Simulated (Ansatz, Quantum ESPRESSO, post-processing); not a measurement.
# Ballistic transmission: 2 layers of Fe in W(110), on the host's sites, part 5 of 5

Wanted: the transmission near the Fermi level and the conductance of this junction: 2 layers of Fe in W(110), on the host's sites.

Quantum ESPRESSO 7.5; plane-wave DFT, PBE, JTH PAW pseudopotentials; cross-check by Ansatz 0.2.0 with PAW datasets.

So far. Step 2 (SCF with pw.x): The run needed 21 iterations to bring the estimated error under 1e-07 Ry; the largest force on any atom, held or free, is 0.95 eV/Å. The cell keeps a moment of 4.1 μB. Step 3 (The open system, spin up): At no point does T exceed the number of channels.

## 8. Cross-check with Ansatz

A second code with its own PAW datasets, on the same atoms.

Level of this step: plane-wave DFT, PBE, Ansatz PAW (Ansatz 0.2.0).

The input, input.yaml:

```yaml
crystal:
  lattice:
    - [3.18, 0.0, 0.0]
    - [1.59, 2.2485995642, 0.0]
    - [0.0, 0.0, 39.1473069274]
  atoms:
    - { symbol: W, position: [0.0, 0.0, 0.0] }
    - { symbol: W, position: [0.5, 0.0, 0.0574394445] }
    - { symbol: W, position: [0.0, 0.0, 0.114878889] }
    - { symbol: W, position: [0.5, 0.0, 0.1723183335] }
    - { symbol: W, position: [0.0, 0.0, 0.2297577781] }
    - { symbol: W, position: [0.5, 0.0, 0.2871972226] }
    - { symbol: W, position: [0.0, 0.0, 0.3446366671] }
    - { symbol: W, position: [0.5, 0.0, 0.4020761116] }
    - { symbol: Fe, position: [0.0, 0.0, 0.4510380558], spin: 2.5 }
    - { symbol: Fe, position: [0.5, 0.0, 0.4915224997], spin: 2.5 }
    - { symbol: W, position: [0.0, 0.0, 0.5404844439] }
    - { symbol: W, position: [0.5, 0.0, 0.5979238884] }
    - { symbol: W, position: [0.0, 0.0, 0.6553633329] }
    - { symbol: W, position: [0.5, 0.0, 0.7128027774] }
    - { symbol: W, position: [0.0, 0.0, 0.7702422219] }
    - { symbol: W, position: [0.5, 0.0, 0.8276816665] }
    - { symbol: W, position: [0.0, 0.0, 0.885121111] }
    - { symbol: W, position: [0.5, 0.0, 0.9425605555] }
magnetization:
  spin_polarized: true
kpoints:
  mp_grid: { grid: [9, 10, 1] }
hamiltonian:
  xc: pbe
scf:
  occupations: { method: fermi_dirac, width: 0.1 }
  convergence: { dr2_threshold: 1.0e-08 }
output:
  transmission: { leads: [[0, 2]], e_range: [-0.4, 0.4], de: 0.4, kmesh: [10, 10] }
  write_potential: true
  write_density: true
  volumetric_format: npy
  elf: true
```

Run with:

```bash
ansatz run input.yaml --threads 4 --pin off --max-ram 16384MiB --backend cpu --events-out ev --progress --plain --runs-dir out
```

Numbers of over 12 decimals in the logs are rounded to 6 here.

The log of the run:

```text
Warning: crystal.symmetry: narrowed to the stabiliser of the k-point mesh — unitary ops 8 → 4; excluded 4 operations that carry a point of the 9×10×1 mesh (shift [0, 0, 0]) off the mesh (the run samples exactly the mesh kpoints.mp_grid names, as under crystal.symmetry.detect: false, and its converged state has the mesh's symmetry, not the crystal's; ε∞, the Born charges and the force constants of a linear response (`dielectric:` by the response, `phonons.method: dfpt`) are averaged over those of the crystal's operations that the state keeps within a tolerance, where `mesh_tensors`, `unaveraged_element` or `gamma_mean_max_change_ev_ang2` stands beside them; [rest of the remark cut]
Engine: ansatz 0.2.0, aarch64-unknown-linux-gnu
Pseudopotentials: kind: paw
Pseudopotential: W, paw, valence charge 14, recommended cutoff 420 eV (normal), W.paw.azcp
Pseudopotential: Fe, paw, valence charge 16, recommended cutoff 420 eV (normal), Fe.paw.azcp
Functional definition: PBE
  parameter kappa = 0.804
  parameter beta = 0.066725
  exchange = pbe_x(kappa = kappa, mu = beta*pi^2/3)
  correlation = pbe_c(beta = beta)
Crystal: 18 atoms, lattice volume = 279.925 Å³
Basis set: ecut = 420 eV, 5553 PW (Γ)
Bands: 157, of which v1, the nominal top of the filled ones, is band 128 counted from 1 (127 counted from 0)
Symmetry: 4 space group operations
k-points: 46 of 90
Non-local potential: W, projectors of the file, l = 0: 3, l = 1: 2, l = 2: 2, l = 3: 1
Non-local potential: Fe, projectors of the file, l = 0: 3, l = 1: 2, l = 2: 3, l = 3: 1
PAW form: soft (Blöchl's): semilocal exchange-correlation on the pseudo side does not see the compensation charge
PAW one-centre angular grid: W, 590 points (default); XC on 64 Gauss nodes
PAW one-centre angular grid: Fe, 590 points (default); XC on 64 Gauss nodes
Initial density: superposition of atomic densities (chi_scale 0.1, normalization cell, long waves of neutral atoms (reshape's long-wave potential 21.18 eV rms, cloud 2.94 Å wide))
Starting moments: Σ|m| = 5 μB on 2 of 18 sites
Initial wavefunctions: pseudopotential atomic-orbital guess
Functional: x = pbe(κ = 0.804, μ = 0.219515), c = pbe(β = 0.066725)
SCF iter   1: F=—  HF=-175119.343999 eV  |F-HF|=—  |Δ(HF+E_count)|=         —  Δρ=7.52e-2 (↑3.99e-2 ↓7.52e-2)  dr2=2.86e2  dr2_m=1.52e0  M=3.032 μB ∫|m|=3.181 μB  β_m=0.30  ethr=3.10e-3  ⟨swp⟩=5.9  Hψ=49608  notcnv=0  defer=71
Mixer restart at iter 1: flushing history
preconditioner: auto → Kerker (q_TF=auto, 2.688 Å⁻¹)  [metal: Δε(μ)=0.002 eV  Ē_g=5.480 eV  σ=0.100 eV  W_gap=0.00  n_scr=92 (ndim 8)  ℏωp=23.5 eV  f_vac=0.000  D(μ)=9.91/eV (n_scr^D=66)]
spin=Collinear: Kerker preconditioning applied to the charge; magnetization (m = ρ↑ − ρ↓) channel mixes plain (no charge-response kernel on spin).
SCF iter   2: F=—  HF=-175121.896157 eV  |F-HF|=—  |Δ(HF+E_count)|=    2.55e0  Δρ=3.98e-2 (↑2.85e-2 ↓3.98e-2)  dr2=1.36e2  dr2_m=6.65e-1  M=3.089 μB ∫|m|=3.332 μB  β_m=0.45  ethr=3.10e-3  ⟨swp⟩=3.0  Hψ=30525  notcnv=0  defer=504
SCF iter   3: F=—  HF=-175118.833665 eV  |F-HF|=—  |Δ(HF+E_count)|=    3.06e0  Δρ=2.26e-2 (↑1.55e-2 ↓2.26e-2)  dr2=1.00e2  dr2_m=4.84e-2  M=2.964 μB ∫|m|=3.341 μB  β_m=0.42  ethr=3.10e-3  ⟨swp⟩=3.1  Hψ=25048  notcnv=0  defer=378
SCF iter   4: F=—  HF=-175116.014918 eV  |F-HF|=—  |Δ(HF+E_count)|=    2.82e0  Δρ=1.09e-2 (↑7.90e-3 ↓1.09e-2)  dr2=2.49e1  dr2_m=7.17e-2  M=2.993 μB ∫|m|=3.583 μB  β_m=0.49  ethr=3.10e-3  ⟨swp⟩=3.3  Hψ=23359  notcnv=0  defer=254
SCF iter   5: F=—  HF=-175117.569300 eV  |F-HF|=—  |Δ(HF+E_count)|=    1.55e0  Δρ=1.48e-2 (↑1.48e-2 ↓1.33e-2)  dr2=1.61e1  dr2_m=4.37e-1  M=3.826 μB ∫|m|=4.510 μB  β_m=0.61  ethr=3.10e-3  ⟨swp⟩=2.6  Hψ=29465  notcnv=0  defer=164
SCF iter   6: F=—  HF=-175117.337479 eV  |F-HF|=—  |Δ(HF+E_count)|=   2.32e-1  Δρ=1.07e-2 (↑4.71e-3 ↓1.07e-2)  dr2=3.43e0  dr2_m=1.44e-1  M=3.830 μB ∫|m|=4.496 μB  β_m=0.80  ethr=3.10e-3  ⟨swp⟩=2.4  Hψ=17135  notcnv=0  defer=161
SCF iter   7: F=—  HF=-175117.342539 eV  |F-HF|=—  |Δ(HF+E_count)|=   5.06e-3  Δρ=3.47e-3 (↑3.47e-3 ↓8.44e-4)  dr2=1.14e-1  dr2_m=7.14e-3  M=3.987 μB ∫|m|=4.651 μB  β_m=0.80  ethr=1.34e-3  ⟨swp⟩=2.2  Hψ=18217  notcnv=0  defer=161
SCF iter   8: F=—  HF=-175117.341961 eV  |F-HF|=—  |Δ(HF+E_count)|=   5.79e-4  Δρ=1.64e-3 (↑1.64e-3 ↓8.45e-4)  dr2=2.15e-2  dr2_m=4.48e-4  M=4.006 μB ∫|m|=4.677 μB  β_m=0.90  ethr=4.46e-5  ⟨swp⟩=2.0  Hψ=17541  notcnv=0  defer=140
SCF iter   9: F=—  HF=-175117.342898 eV  |F-HF|=—  |Δ(HF+E_count)|=   9.37e-4  Δρ=3.91e-4 (↑3.73e-4 ↓3.91e-4)  dr2=1.92e-3  dr2_m=5.12e-6  M=3.998 μB ∫|m|=4.678 μB  β_m=0.89  ethr=8.42e-6  ⟨swp⟩=2.0  Hψ=17938  notcnv=0  defer=140
SCF iter  10: F=—  HF=-175117.342763 eV  |F-HF|=—  |Δ(HF+E_count)|=   1.35e-4  Δρ=1.43e-4 (↑1.03e-4 ↓1.43e-4)  dr2=1.64e-3  dr2_m=1.51e-6  M=3.993 μB ∫|m|=4.675 μB  β_m=0.90  ethr=7.51e-7  ⟨swp⟩=2.0  Hψ=26455  notcnv=0  defer=140
SCF iter  11: F=—  HF=-175117.342774 eV  |F-HF|=—  |Δ(HF+E_count)|=   1.17e-5  Δρ=7.61e-5 (↑3.14e-5 ↓7.61e-5)  dr2=3.91e-4  dr2_m=1.41e-6  M=3.994 μB ∫|m|=4.675 μB  β_m=0.95  ethr=6.42e-7  ⟨swp⟩=1.0  Hψ=14445  notcnv=0  defer=140
SCF iter  12: F=—  HF=-175117.342777 eV  |F-HF|=—  |Δ(HF+E_count)|=   2.44e-6  Δρ=1.15e-5 (↑8.70e-6 ↓1.15e-5)  dr2=1.21e-5  dr2_m=1.06e-8  M=3.994 μB ∫|m|=4.675 μB  β_m=0.89  ethr=1.53e-7  ⟨swp⟩=1.3  Hψ=14511  notcnv=0  defer=140
SCF iter  13: F=—  HF=-175117.342777 eV  |F-HF|=—  |Δ(HF+E_count)|=   2.17e-7  Δρ=6.19e-6 (↑5.27e-6 ↓6.19e-6)  dr2=2.18e-6  dr2_m=1.19e-9  M=3.994 μB ∫|m|=4.675 μB  β_m=0.91  ethr=4.71e-9  ⟨swp⟩=1.5  Hψ=14656  notcnv=0  defer=140
SCF iter  14: F=—  HF=-175117.342777 eV  |F-HF|=—  |Δ(HF+E_count)|=   1.92e-8  Δρ=2.43e-6 (↑1.23e-6 ↓2.43e-6)  dr2=1.66e-7  dr2_m=7.17e-9  M=3.994 μB ∫|m|=4.675 μB  β_m=0.85  ethr=8.53e-10  ⟨swp⟩=2.0  Hψ=16635  notcnv=0  defer=140
SCF iter  15: F=—  HF=-175117.342777 eV  |F-HF|=—  |Δ(HF+E_count)|=   3.26e-9  Δρ=1.59e-6 (↑8.72e-7 ↓1.59e-6)  dr2=2.13e-7  dr2_m=3.56e-10  M=3.994 μB ∫|m|=4.675 μB  β_m=0.85  ethr=6.48e-11  ⟨swp⟩=1.5  Hψ=14858  notcnv=0  defer=140
SCF iter  16: F=—  HF=-175117.342777 eV  |F-HF|=—  |Δ(HF+E_count)|=  9.31e-10  Δρ=4.97e-7 (↑3.80e-7 ↓4.97e-7)  dr2=3.16e-8  dr2_m=1.36e-11  M=3.994 μB ∫|m|=4.675 μB  β_m=0.64  ethr=6.48e-11  ⟨swp⟩=1.1  Hψ=14456  notcnv=0  defer=140
SCF iter  17: F=—  HF=-175117.342777 eV  |F-HF|=—  |Δ(HF+E_count)|=  5.82e-11  Δρ=1.59e-7 (↑1.59e-7 ↓1.55e-7)  dr2=2.36e-9  dr2_m=6.52e-13  M=3.994 μB ∫|m|=4.675 μB  β_m=0.54  ethr=1.23e-11  ⟨swp⟩=1.1  Hψ=14453  notcnv=0  defer=140
SCF iter  18: F=-175117.342777 eV  HF=-175117.342777 eV  |F-HF|=2.91e-11  |Δ(HF+E_count)|=  2.91e-11  Δρ=2.13e-8 (↑2.13e-8 ↓1.91e-8)  dr2=9.22e-12  dr2_m=1.14e-13  M=3.994 μB ∫|m|=4.675 μB  ethr=1.00e-12  ⟨swp⟩=5.8  Hψ=39137  notcnv=0
SCF 1 converged in 18 iterations: F = -175117.342777 eV  dr2 = 9.22e-12
  greatest PAW one-centre occupation: 1.001 electrons in one spin orbital (limit 2), on the Fe atom at site 9 (counted from 0), in its partial waves of l = 1
transmission: 719 of 7176 steps passed
transmission: 1436 of 7176 steps passed
[...]
transmission: 7176 of 7176 steps passed
SCF converged after 18 iterations
Magnetization: 3.9945 μB (129.9972 up, 126.0028 down)
Absolute magnetization: 4.6800 μB (∫|ρ↑−ρ↓|, with the PAW one-centre terms)
Spin contamination: 0.6401 ħ² per cell (⟨S²⟩ above its minimum at these occupations)
Per-site moments (μB) at R_I (Å): [(0.000831405, 1.136009), (0.00128396, 1.136009), (0.000807479, 1.136009), (0.00114222, 1.136009), (-0.00244924, 1.136009), (0.00169412, 1.136009), (-0.000725633, 1.136009), (-0.054963, 1.027278), (2.067103, 0.926048), (2.067103, 0.926048), (-0.054963, 1.027278), (-0.000725633, 1.136009), (0.00169412, 1.136009), (-0.00244924, 1.136009), (0.00114222, 1.136009), (0.000807479, 1.136009), (0.00128396, 1.136009), (0.000831405, 1.136009)]
Free energy (F): -175117.342777 eV
Harris-Foulkes:  -175117.342777 eV  (|F-HF|=2.91e-11)
Internal energy: -175116.979439 eV  (E = F + TS)
E sigma→0 (E₀):  -175117.161108 eV
Entropy (-TS):   -0.363337 eV (-20.185 meV/atom)
Fermi energy:    22.020517 eV
--- Per-component energies (eV) ---
  E_band       = -1765.283459
  E_kinetic    = 7899.351466
  E_local      = -24361.772858  (includes V_loc(G=0)·N_el)
  E_nonlocal   = 441.795589
  E_hartree    = 10487.923387
  E_xc         = -4506.619290
  E_vxc        = -4124.006212  (∫ρ·V_xc dr)
  E_paw        = -139731.462635  (= ΣΔE_a)
  E_vpaw       = -2596.499369  (= ΣTr[D̂ρ^β])
  E_aug_tail   = 0.000723  (compensation charges beyond the density's cutoff)
  E_ewald      = -25346.195823
  E_smearing   = -0.363337  (= −TS)
  E_closure    = -0.000000  (closes the sum)
  Σ components = -175117.342777   (vs F -175117.342777, Δ=0.00e0)
--- Band table (eV; the first three rows and the last of 92) ---
  k-point 0 ↑: bands = [... 124 lower, 20.7491, 20.8062, 20.9525, 20.9946, 21.1656, 21.2391, 21.4139, 21.5777, ... 25 higher]
  k-point 1 ↑: bands = [... 124 lower, 20.7314, 20.7763, 20.9387, 21.0762, 21.0806, 21.0933, 21.1419, 21.1755, ... 25 higher]
  k-point 2 ↑: bands = [... 124 lower, 20.8594, 20.9609, 20.9844, 20.9904, 21.0588, 21.0969, 21.1963, 21.2953, ... 25 higher]
  k-point 45 ↓: bands = [... 124 lower, 21.8237, 21.8405, 22.2658, 22.4812, 22.9696, 22.9704, 23.0038, 23.0926, ... 25 higher]
--- Transmission ---
  basis      : 63 plane waves across, 69 finite elements along
  points     : 52, standing for a mesh of 10 x 10
  energies   : 3 from -0.400000 to 0.400000 eV about the Fermi level, 0.400000 eV apart; the leads are filled to 0.000000 eV, and channels, transmission and decay are at 0.000000 eV
  crystal 0  : W2, at the sites [0, 2], period 4.4972 Å, over 35.98 Å; its Hamiltonian steps by up to 2.0 meV
    offset         : up to 0.0000 Å between an atom of the period and one for which it stands
    channels       : 8.000000e-1 up, 8.000000e-1 down
    conductance    : none, the energies end too early or step too widely for 300 K: set another output.transmission.e_range or a lower de, or, where they end at an eighth of basis.ecutwfc, a higher one
    slowest decay  : 0.0074 /Å at (-0.3000, 0.2000)
  junction   : crystal 0 to crystal 0, -0.43 to 34.22 Å
    transmission   : 3.612951e-1 up, 5.139514e-1 down
    conductance    : none, the energies end too early or step too widely for 300 K: set another output.transmission.e_range or a lower de, or, where they end at an eighth of basis.ecutwfc, a higher one
```

Run time: 2.8 min. Hardware: 4 threads of Arm Neoverse V2, shared host; peak memory 3 GiB; 11 min of CPU time.

Numbers from this step:

- free energy: -175117.3428 eV
- energy at zero smearing: -175117.1611 eV
- smearing term TS: 0.3633 eV
- Fermi energy: 22.02 eV
- magnetization: 3.994 μB
- absolute magnetization: 4.680 μB
- symmetry operations: 4
- transmission at the Fermi level, spin up: 0.3613
- transmission at the Fermi level, spin down: 0.5140
- lead channels, spin up: 0.8
- lead channels, spin down: 0.8
- step of the lead's Hamiltonian over a period: 2 meV

Per spin; mean over the k mesh across the current. Transmission, zone mean against energy, zero at the Fermi level:

```csv
energy (eV),up,down
-0.400,0.365,0.571
0.000,0.361,0.514
0.400,0.503,0.755
```

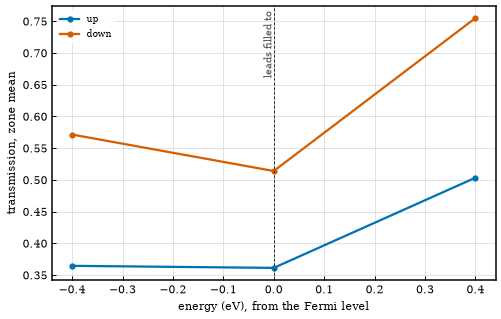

Transmission, zone mean against energy.

Per spin; mean over the k mesh across the current. Table of open channels, zone mean, up = down by energy, zero at the Fermi level:

```csv
energy (eV),"open channels, zone mean, up = down"
-0.400,0.74
0.000,0.8
0.400,1.34
```

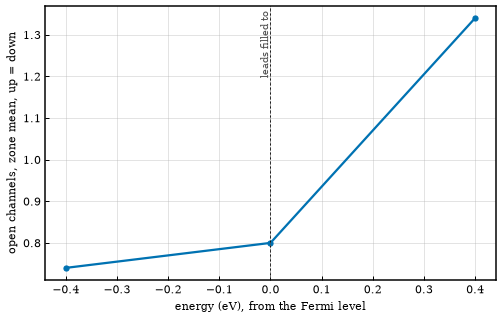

Open channels, zone mean, up = down against energy.

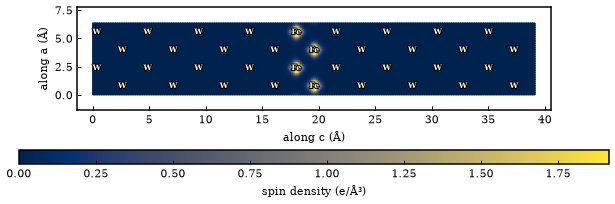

Spin density in the ca plane at fractional y = 0.000, with atoms of W and Fe within 0.2 Å of it. The map starts off the cell's origin, so that atoms lie inside it.

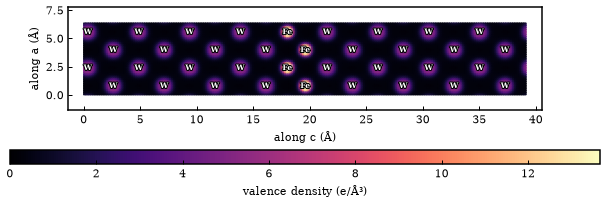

Valence density in the ca plane at fractional y = 0.000, with atoms of W and Fe within 0.2 Å of it. It is the smooth field of the valence electrons, not physical close to the nuclei. The map starts off the cell's origin, so that atoms lie inside it.

## 9. All levels side by side

All levels:

```csv
step,T at the Fermi level (sum over the spins),conductance (G0),r.m.s. T(E) from the first,CPU time of the step (s),peak memory (GiB)
Ansatz,0.8752,-,0,633.7,2.997
pwcond,0.9328,0.4664,0.03585,1268,-
```

Sum over both spins; mean over the k mesh across the current. Transmission, zone mean against energy, zero at the Fermi level:

```csv
energy (eV),Ansatz,pwcond
-0.400,0.936,0.936
0.000,0.875,0.933
0.400,1.26,1.24
```

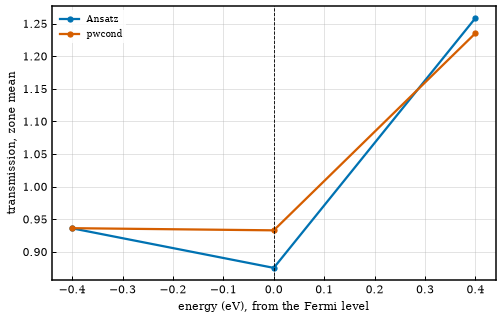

Transmission, zone mean, plotted against energy.

## 10. By hand

G = 0.466 × 77.48 µS = 36.1 µS a cell. Times the area of 7.151 Å², the resistance-area product is A/G = 1.98 fΩ m², the leads' contact resistance included.

## 11. Summary of results

```
conductance from T at the Fermi level, a cell (G₀ = 2e²/h) : 0.466 G₀
conductance per area                                       : 505 S/μm²
spin polarisation of the transmission                      : -0.22
the same conductance by Ansatz                             : 0.438 G₀
```

**Reading.** The junction conducts 0.466 G₀ a cell at the Fermi level (PBE, JTH PAW). At the Fermi level the junction passes 52 % of what the leads offer. At the Fermi level pwcond and Ansatz differ by 6.6 %. The codes count unlike numbers of lead channels on 6 % of the mesh. Points with over 2.5 times the mean carry 47 % of T, so the mean leans on few points, and the mesh was not tested. Over -0.4 to 0.4 eV, T lies between 0.36 and 0.49 for spin up and 0.56 and 0.74 for spin down. The geometry is as built, not relaxed, and the leads are short. Spin-orbit coupling is left out; depending on the atoms that carry the levels of interest, it can split and shift them by tenths of an eV to an eV or more.

[Logs are printed without paths, hosts, clocks, repeated set-up lines and the standing remarks that a program may print on its own settings, such as how far it seeks lower states.]

[Hosts, paths, dates, database ids (printed as entryN), source tags and the programs' standing remarks are cut or masked in the printed files.]

[Maps of the electrostatic potential energy from Ansatz leave out the sawtooth potential of an applied field or a dipole correction, so their vacuum need not be flat; planar profiles and work functions include it.]
